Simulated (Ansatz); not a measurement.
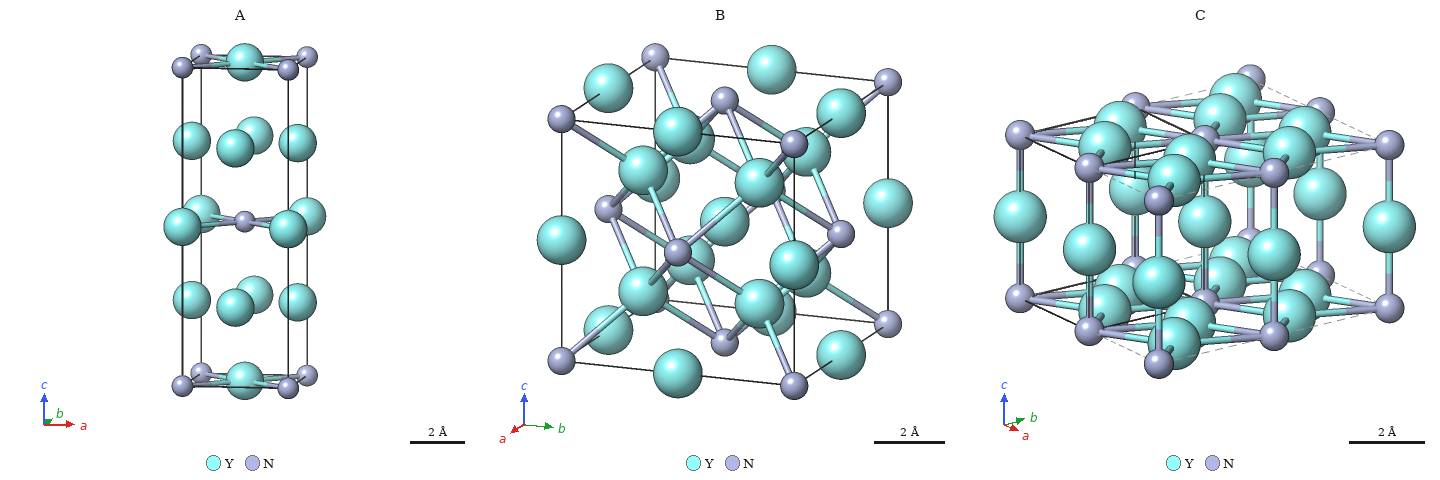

Three structures of Y$_{3}$N, each relaxed to rest (conventional cells in solid outline, small ones repeated, each panel with its own scale). Method: DFT PBE, scalar-relativistic, plane waves, PAW in Ansatz, without spin polarisation.

> What are the structures shown?

A: 8 atoms a cell on a body-centred tetragonal lattice, I4/mmm; B: D0₃ (BiF₃ or Fe₃Al type), Fm-3m; C: 4 atoms a cell on a primitive hexagonal lattice, P6/mmm.

> Rank them by energy, lowest first.

C, then A (+682 meV/atom) and B (+1055 meV/atom), energies at zero smearing.

> Collect the results in a table.

| panel | structure | E − E(lowest) (meV/atom) | volume (Å³/atom) | gap (eV) |
| --- | --- | --- | --- | --- |
| C | P6/mmm | 0 | 24.1 | metal |
| A | I4/mmm | 682 | 24.0 | metal |
| B | Fm-3m | 1055 | 23.5 | metal |

Some of these may be structure types tried for this composition rather than known phases, and the most stable form need not be among them. Gaps are taken on the k-mesh or band path of each run.
